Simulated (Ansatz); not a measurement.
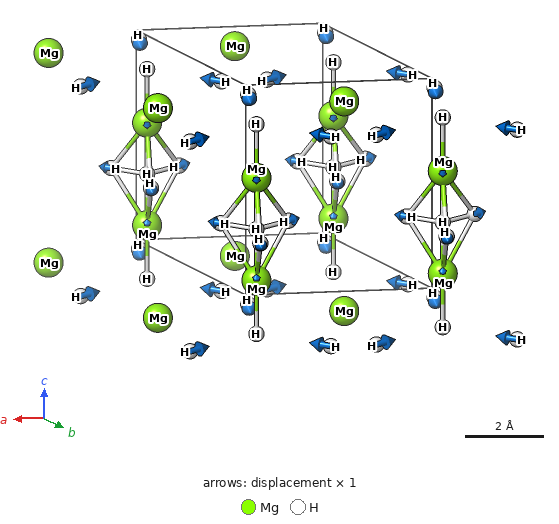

This is a relaxation of solid Mg3H8 (a generated structure, set up in P-6m2) (coarse preliminary run). The starting structure is drawn; blue arrows show the displacements (the part carried along by the change of the cell is left out), at their true length.

Style: ball-and-stick. Shown: the cell of the calculation, repeated 2 × 2 × 1 with one cell outlined, from a free direction.

Theory: DFT PBE, scalar-relativistic, plane waves, PAW (Ansatz 0.2.0).

The input:
```yaml
crystal:
  lattice:
    - [4.80602844, 0.0, 0.0]
    - [-2.40301422, 4.16214272, 0.0]
    - [0.0, 0.0, 5.77535588]
  atoms:
    - { symbol: Mg, position: [0.33333333, 0.66666667, 0.74450327] }
    - { symbol: Mg, position: [0.33333333, 0.66666667, 0.25549673] }
    - { symbol: Mg, position: [0.66666667, 0.33333333, 0.0] }
    - { symbol: H, position: [0.45474908, 0.54525092, 0.5] }
    - { symbol: H, position: [0.45474908, 0.90949815, 0.5] }
    - { symbol: H, position: [0.09050185, 0.54525092, 0.5] }
    - { symbol: H, position: [0.33333333, 0.66666667, 0.5] }
    - { symbol: H, position: [0.08125192, 0.91874808, 0.0] }
    - { symbol: H, position: [0.08125192, 0.16250384, 0.0] }
    - { symbol: H, position: [0.83749616, 0.91874808, 0.0] }
    - { symbol: H, position: [0.33333333, 0.66666667, 0.0] }
basis:
  ecutwfc: 420
kpoints:
  mp_grid: { grid: [6, 6, 4] }
hamiltonian:
  xc: pbe
scf:
  occupations: { method: gaussian, width: 0.1 }
  lower_state_search: "off"
output:
  forces: true
  stress: true
  eigenvalues: true
relax:
  adjacent_minimum: "off"
  f_tol: 0.04
  max_steps: 70
  cell: { stress_tol: 0.4 }
```

Run as
```bash
ansatz run input.yaml --threads 1 --pin off --max-ram 2560MiB --backend cpu --events-out ev --progress --plain --runs-dir out
```

Q: Which element moves most?

A: Hydrogen: up to 0.63 Å, against 0.18 Å for magnesium.

Q: Describe the change and its energy.

A: After 12 accepted moves (14 points after the start) the energy has fallen by 392 meV per atom. Largest force component: 3 eV/Å at the start, 0.023 eV/Å at the end. The pressure goes from 16.11 to 0.15 GPa. The SCF was repeated twice at an unchanged geometry on a basis and grid sized afresh for the cell, which shifted the energy by 7.8 meV per atom at most. The largest moves relative to the cell, 0.63 Å, are those of H8, H9 and H10. H10 goes along [−2 −1 0]. By element the largest moves are H 0.63 Å, Mg 0.18 Å. The drawn cell changes as follows: a = b 4.806 → 4.116 Å (−14.4 %), c 5.775 → 7.843 Å (+35.8 %); the volume changes by −0.4 %. Some distances before and after: Mg1–H11 1.476 → 2.188 Å, Mg3–H10 2.506 → 2.058 Å, Mg1–H4 1.737 → 2.126 Å, Mg1–H7 1.412 → 1.734 Å. New bonds form: Mg3–H10 (2.51 → 2.06 Å), Mg3–H8 (2.51 → 2.06 Å), Mg3–H9 (2.51 → 2.06 Å). The space group stays P-6m2 (No. 187). The run took 110 s on 1 thread of Arm Neoverse V1, on a shared host, peak memory 0.35 GiB.
